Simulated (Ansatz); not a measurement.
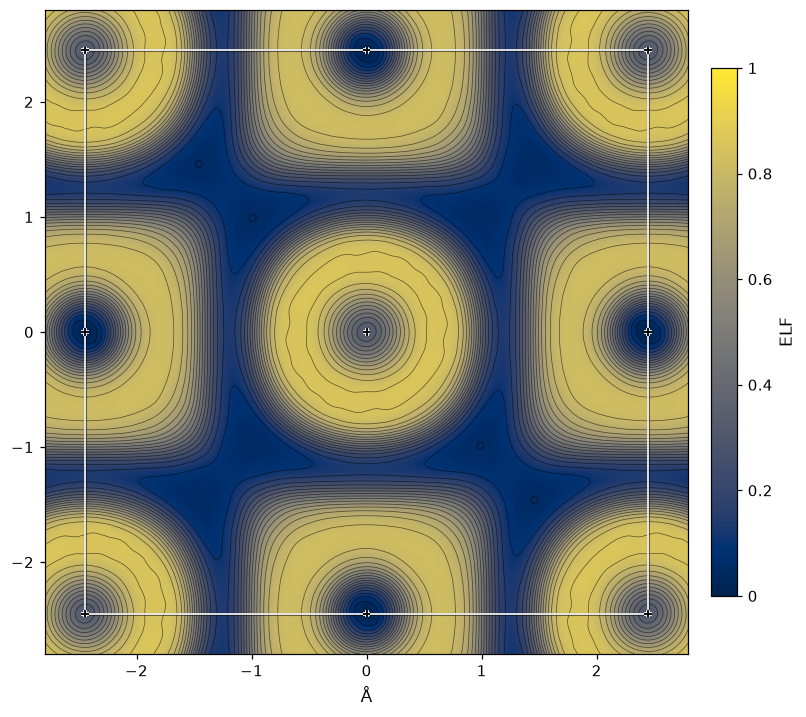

The ELF on a plane through atoms (crosses mark nuclei in the plane).

All numbers below come from DFT, r2SCAN, PAW with Ansatz's default frozen-core files, scalar-relativistic; relaxation of cell and atoms (Ansatz).

Candidates:
A. Si, a = 2.62 Å, b = 2.62 Å, c = 4.50 Å, α = 90.00°, β = 90.00°, γ = 120.00°. Space group P6₃/mmc; computed pressure about 2 GPa in this cell.
B. MgO, a = 4.20 Å, b = 4.20 Å, c = 4.20 Å, α = 90.00°, β = 90.00°, γ = 90.00°. Space group Fm-3m.
C. YN, a = 4.90 Å, b = 4.90 Å, c = 4.90 Å, α = 90.00°, β = 90.00°, γ = 90.00°. Space group Fm-3m.

> Which system is this?

Candidate C: YN on the (010) plane of the conventional cell, which holds Y and N. Y–N (2.45 Å): the ELF peaks at about 0.80 in the valence shell of N, 0.7 Å from its nucleus, and drops to about 0.15 between the two atoms: a largely ionic contact.
